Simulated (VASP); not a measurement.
# Geometry relaxation of TiSe₂ (part 2 of 3)

The same run, continued: TiSe₂ (P-3m1, 3 atoms in the cell); Kohn-Sham DFT of a periodic cell, LDA, VASP PAW LDA potentials, recommended, no spin polarisation (VASP 6.6.1); cutoff 600 eV, 12×12×6 k-mesh, methfessel-paxton of 0.1 eV. The structure derives from an entry of the Crystallography Open Database.

Geometry of the input (Å; fractional positions):
```
3.5360  0.0000  0.0000
-1.7680  3.0623  0.0000
0.0000  0.0000  6.0040
Ti 0.0000  0.0000  0.0000
Se 0.3333  0.6667  0.2552
Se 0.6667  0.3333  0.7448
```

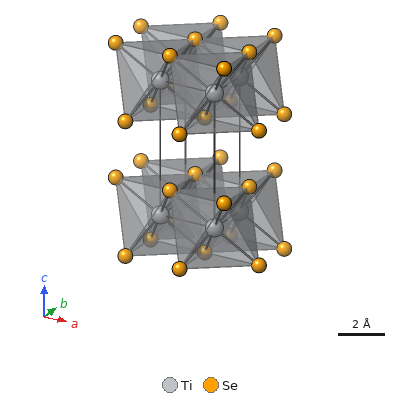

*The input geometry (polyhedral view of the cell of the calculation, seen slightly off an axis; polyhedra are completed across the faces of the cell).*

## Parts of OUTCAR, continued
```
Analysis of symmetry for initial positions (statically):
=====================================================================
 Subroutine PRICEL returns:
 Original cell was already a primitive cell.

 Routine SETGRP: Setting up the symmetry group for a
 hexagonal supercell.

 Subroutine GETGRP returns: Found 12 space group operations
 (whereof 12 operations were pure point group operations)
 out of a pool of 24 trial point group operations.

The static configuration has the point symmetry D_3d.

Analysis of symmetry for dynamics (positions and initial velocities):
=====================================================================
 Subroutine PRICEL returns:
 Original cell was already a primitive cell.

 Routine SETGRP: Setting up the symmetry group for a
 hexagonal supercell.

 Subroutine GETGRP returns: Found 12 space group operations
 (whereof 12 operations were pure point group operations)
 out of a pool of 24 trial point group operations.

The dynamic configuration has the point symmetry D_3d.

 Subroutine INISYM returns: Found 12 space group operations
 (whereof 12 operations are pure point group operations),
 and found     1 'primitive' translations

----------------------------------------------------------------------------------------

                                     Primitive cell

  volume of cell :      65.0123

  direct lattice vectors                    reciprocal lattice vectors
     3.536000000  0.000000000  0.000000000     0.282805430  0.163277791  0.000000000
    -1.768000000  3.062265828  0.000000000     0.000000000  0.326555582  0.000000000
     0.000000000  0.000000000  6.004000000     0.000000000  0.000000000  0.166555630

  length of vectors
     3.536000000  3.536000000  6.004000000     0.326555582  0.326555582  0.166555630

  position of ions in fractional coordinates (direct lattice)
     0.000000000  0.000000000  0.000000000
     0.333333333  0.666666667  0.255200000
     0.666666667  0.333333333  0.744800000

  ion indices of the primitive-cell ions
   primitive index   ion index
                 1           1
                 2           2
                 3           3

----------------------------------------------------------------------------------------

 KPOINTS: k-points

Automatic generation of k-mesh.
 Grid dimensions read from file:
 generate k-points for:   12   12    6

 Generating k-lattice:

  Cartesian coordinates                     Fractional coordinates (reciprocal lattice)
     0.023567119  0.013606483  0.000000000     0.083333333  0.000000000  0.000000000
     0.000000000  0.027212965  0.000000000     0.000000000  0.083333333  0.000000000
     0.000000000  0.000000000  0.027759272     0.000000000  0.000000000  0.166666667

  Length of vectors
     0.027212965  0.027212965  0.027759272

  Shift w.r.t. Gamma in fractional coordinates (k-lattice)
     0.000000000  0.000000000  0.000000000

 Subroutine IBZKPT returns following result:
 ===========================================

 Found    100 irreducible k-points:

 Following reciprocal coordinates:
            Coordinates               Weight
  0.000000  0.000000  0.000000      1.000000
  0.083333  0.000000  0.000000      6.000000
  0.166667  0.000000  0.000000      6.000000
  0.250000  0.000000  0.000000      6.000000
  0.333333  0.000000  0.000000      6.000000
  0.416667  0.000000  0.000000      6.000000
  0.500000  0.000000  0.000000      3.000000
  0.083333  0.083333  0.000000      6.000000
  0.166667  0.083333  0.000000     12.000000
  0.250000  0.083333  0.000000     12.000000
  0.333333  0.083333  0.000000     12.000000
  0.416667  0.083333  0.000000     12.000000
  0.166667  0.166667  0.000000      6.000000
  0.250000  0.166667  0.000000     12.000000
  0.333333  0.166667  0.000000     12.000000
  0.416667  0.166667  0.000000      6.000000
  0.250000  0.250000  0.000000      6.000000
  0.333333  0.250000  0.000000     12.000000
  0.333333  0.333333  0.000000      2.000000
  0.000000  0.000000  0.166667      2.000000
  0.083333  0.000000  0.166667      6.000000
  0.000000  0.083333  0.166667      6.000000
  0.166667  0.000000  0.166667      6.000000
  0.000000  0.166667  0.166667      6.000000
 [... further k-points ...]
   k-points           NKPTS =    100   k-points in BZ     NKDIM =    100   number of bands    NBANDS=     16
   number of dos      NEDOS =    301   number of ions     NIONS =      3
   total plane-waves  NPLWV =  37632
   dimension x,y,z NGX =    28 NGY =   28 NGZ =   48
   dimension x,y,z NGXF=    56 NGYF=   56 NGZF=   96
   ions per type =               1   2
   NGX,Y,Z   is equivalent  to a cutoff of  13.16, 13.16, 13.29 a.u.
   NGXF,Y,Z  is equivalent  to a cutoff of  26.33, 26.33, 26.58 a.u.
 SYSTEM =  TiSe2
   PREC   = accura    normal or accurate (medium, high low for compatibility)
   ISTART =      0    job   : 0-new  1-cont  2-samecut
   ICHARG =      2    charge: 1-file 2-atom 10-const
   ISPIN  =      1    spin polarized calculation?
   LNONCOLLINEAR =      F non collinear calculations
   LSORBIT =      F    spin-orbit coupling
   LASPH  =      T    aspherical Exc in radial PAW
   ENCUT  =  600.0 eV  44.10 Ry    6.64 a.u.   7.06  7.06 11.99*2*pi/ulx,y,z
   NELM   =     80;   NELMIN=  2; NELMDL= -5     # of ELM steps
   EDIFF  = 0.1E-05   stopping-criterion for ELM
   LREAL  =      F    real-space projection
   EDIFFG = -.1E-01   stopping-criterion for IOM
   NSW    =     90    number of steps for IOM
   IBRION =      2    ionic relax: 0-MD 1-quasi-New 2-CG
   NFREE  =      1    steps in history (QN), initial steepest desc. (CG)
   ISIF   =      3    stress and relaxation
   ISYM   =      2    0-nonsym 1-usesym 2-fastsym
   POTIM  = 0.5000    time-step for ionic-motion
   TEBEG  =    0.0;   TEEND  =   0.0 temperature during run
   PSTRESS=    0.0 pullay stress
   NELECT =      24.0000    total number of electrons
   NUPDOWN=      -1.0000    fix difference up-down
   EMIN   =  10.00;   EMAX   =-10.00  energy-range for DOS
   EFERMI =   0.00;   METHOD = LEGACY
   ISMEAR =     1;   SIGMA  =   0.10  broadening in eV -4-tet -1-fermi 0-gaus
   EFERMI_NEDOS =   21; number of points for ismear=-14 and -15
   IALGO  =     38    algorithm
   IMIX   =      4    mixing-type and parameters
     AMIX     =   0.40;   BMIX     =  1.00
     AMIX_MAG =   1.60;   BMIX_MAG =  1.00
  volume/ion in A,a.u.               =      21.67       146.24
  Fermi-wavevector in a.u.,A,eV,Ry     =   1.174393  2.219280 18.765127  1.379198
  Thomas-Fermi vector in A             =   2.310790
   LORBIT       =      0    0 simple, 1 ext, 2 COOP (PROOUT), +10 PAW based schemes
   GGA     = CA    functional components
   LHFCALC =     F    Hartree Fock is set to
   AEXX    =    0.0000 exact exchange contribution
   IVDW    =     0    specifies the selected vdW correction
   LEPSILON=     F    determine dielectric tensor
   LRPA    =     F    only Hartree local field effects (RPA)
 conjugate gradient relaxation of ions
 non-spin polarized calculation
 Methfessel and Paxton  Order N= 1 SIGMA  =   0.10
  energy-cutoff  :      600.00
  volume of cell :       65.01
 maximum number of plane-waves:      2193
   NGX = 15   NGY = 15   NGZ = 23

--------------------------------------- Ionic step        1  -------------------------------------------

 number of electron      24.0000002 magnetization

 Free energy of the ion-electron system (eV)
  ---------------------------------------------------
  ext. energy  EPLUGINS =         0.00000000
  ---------------------------------------------------
  free energy    TOTEN  =       -20.27174154 eV

  energy without entropy =      -20.27213386  energy(sigma->0) =      -20.27187231

------------------------ aborting loop because EDIFF is reached ----------------------------------------

  FORCE on cell =-STRESS in cart. coord.  units (eV):
  Direction    XX          YY          ZZ          XY          YZ          ZX
  --------------------------------------------------------------------------------------
  -------------------------------------------------------------------------------------
  Total       -1.9735813     -1.9735813     -1.5669476      0.0000000     -0.0000000      0.0000000
  in kB      -48.6373346    -48.6373346    -38.6161727      0.0000000     -0.0000000      0.0000000
  external PRESSURE =     -45.2969473 kB  Pullay stress =       0.0000000 kB

 VOLUME and BASIS-vectors are now :
 -----------------------------------------------------------------------------
  energy-cutoff  :      600.00
  volume of cell :       65.01
      direct lattice vectors                 reciprocal lattice vectors
     3.536000000  0.000000000  0.000000000     0.282805430  0.163277791  0.000000000
    -1.768000000  3.062265828  0.000000000     0.000000000  0.326555582  0.000000000
     0.000000000  0.000000000  6.004000000     0.000000000  0.000000000  0.166555630

 POSITION                                       TOTAL-FORCE (eV/Angst)
 -----------------------------------------------------------------------------------
      0.00000      0.00000      0.00000        -0.000000      0.000000      0.000000
     -0.00000      2.04151      1.53222        -0.000000      0.000000     -0.255422
      1.76800      1.02076      4.47178         0.000000     -0.000000      0.255422
 -----------------------------------------------------------------------------------
    total drift:                                0.000000     -0.000000     -0.000000

  FREE ENERGIE OF THE ION-ELECTRON SYSTEM (eV)
  ---------------------------------------------------
  free  energy   TOTEN  =       -20.2717415396 eV

  energy  without entropy=      -20.2721338567  energy(sigma->0) =      -20.27187231

--------------------------------------- Ionic step        2  -------------------------------------------

 number of electron      23.9999999 magnetization

------------------------ aborting loop because EDIFF is reached ----------------------------------------

  FORCE on cell =-STRESS in cart. coord.  units (eV):
  Direction    XX          YY          ZZ          XY          YZ          ZX
  --------------------------------------------------------------------------------------
  -------------------------------------------------------------------------------------
  Total        1.4922134      1.4922134      1.9331747     -0.0000000     -0.0000000      0.0000000
  in kB       40.2385669     40.2385669     52.1293931     -0.0000000     -0.0000000      0.0000000
  external PRESSURE =      44.2021756 kB  Pullay stress =       0.0000000 kB

 VOLUME and BASIS-vectors are now :
 -----------------------------------------------------------------------------
  energy-cutoff  :      600.00
  volume of cell :       59.42
      direct lattice vectors                 reciprocal lattice vectors
     3.423778206  0.000000000  0.000000000     0.292074994  0.168629577  0.000000000
    -1.711889103  2.965078903 -0.000000000    -0.000000000  0.337259153  0.000000000
     0.000000000 -0.000000000  5.852711786    -0.000000000  0.000000000  0.170860968

 POSITION                                       TOTAL-FORCE (eV/Angst)
 -----------------------------------------------------------------------------------
      3.42378      0.00000      0.00000        -0.000000      0.000000      0.000000
     -0.00000      1.97672      1.48160         0.000000     -0.000000      0.843221
      1.71189      0.98836      4.37111        -0.000000      0.000000     -0.843221
 -----------------------------------------------------------------------------------
    total drift:                                0.000000      0.000000     -0.000000

  FREE ENERGIE OF THE ION-ELECTRON SYSTEM (eV)
  ---------------------------------------------------
  free  energy   TOTEN  =       -20.2814743328 eV

  energy  without entropy=      -20.2816395256  energy(sigma->0) =      -20.28152940

--------------------------------------- Ionic step        3  -------------------------------------------

 number of electron      23.9999999 magnetization

------------------------ aborting loop because EDIFF is reached ----------------------------------------

  FORCE on cell =-STRESS in cart. coord.  units (eV):
  Direction    XX          YY          ZZ          XY          YZ          ZX
  --------------------------------------------------------------------------------------
  -------------------------------------------------------------------------------------
  Total       -0.2192772     -0.2192772      0.2096649      0.0000000      0.0000000     -0.0000000
  in kB       -5.6702962     -5.6702962      5.4217303      0.0000000      0.0000000     -0.0000000
  external PRESSURE =      -1.9729540 kB  Pullay stress =       0.0000000 kB

 VOLUME and BASIS-vectors are now :
 -----------------------------------------------------------------------------
  energy-cutoff  :      600.00
  volume of cell :       61.96
      direct lattice vectors                 reciprocal lattice vectors
     3.475593267  0.000000000  0.000000000     0.287720663  0.166115602  0.000000000
    -1.737796634  3.009952063 -0.000000000    -0.000000000  0.332231205  0.000000000
     0.000000000 -0.000000000  5.922564600    -0.000000000  0.000000000  0.168845773

 POSITION                                       TOTAL-FORCE (eV/Angst)
 -----------------------------------------------------------------------------------
     -1.73780      3.00995      5.92256         0.000000     -0.000000      0.000000
     -0.00000      2.00663      1.50504        -0.000000     -0.000000      0.295229
      1.73780      1.00332      4.41752         0.000000      0.000000     -0.295229
 -----------------------------------------------------------------------------------
    total drift:                               -0.000000      0.000000      0.000000

  FREE ENERGIE OF THE ION-ELECTRON SYSTEM (eV)
  ---------------------------------------------------
  free  energy   TOTEN  =       -20.3193305495 eV

  energy  without entropy=      -20.3196356600  energy(sigma->0) =      -20.31943225

[... ionic steps 4 to 8 ...]

--------------------------------------- Ionic step        9  -------------------------------------------

 number of electron      24.0000001 magnetization
```
